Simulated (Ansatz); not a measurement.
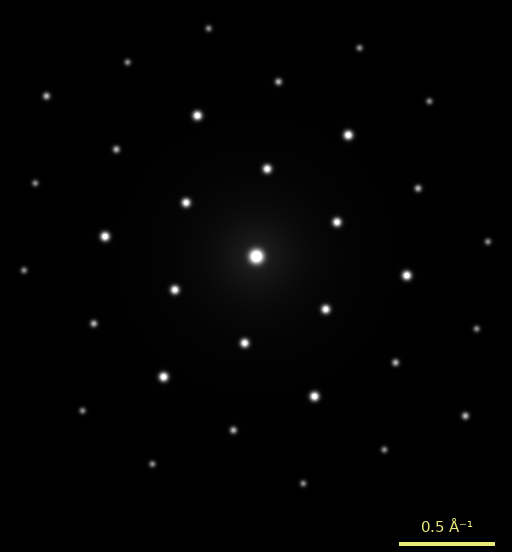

Simulated selected-area electron diffraction pattern (300 kV, kinematic approximation, thin crystal, B = 0.3 Å² for all atoms).

It belongs to Co, space group P6_3/mmc (No. 194), a = 2.49 Å, c = 4.03 Å (hexagonal axes). Structure: the geometry relaxed with DFT PBE, scalar-relativistic, plane waves, PAW in Ansatz.

Which low-index zone axis gives this pattern?

The spots form a hexagonal net with both shortest vectors at d = 2.16 Å, 60.0° apart. They index as 1 -1 0 and 1 0 0, so the zone axis is [001].

List the strongest reflections.

Strongest reflections with d > 0.80 Å, one of each family (|F|² from tabulated Gaussian fits of the electron scattering factors, times a small damping for the curvature of the Ewald sphere):

```
   hkl  d (Å)  I (strongest = 100)
2 -1 0  1.247                  100
 1 0 0  2.159                   78
 2 0 0  1.080                   17
3 -1 0  0.816                    7
```
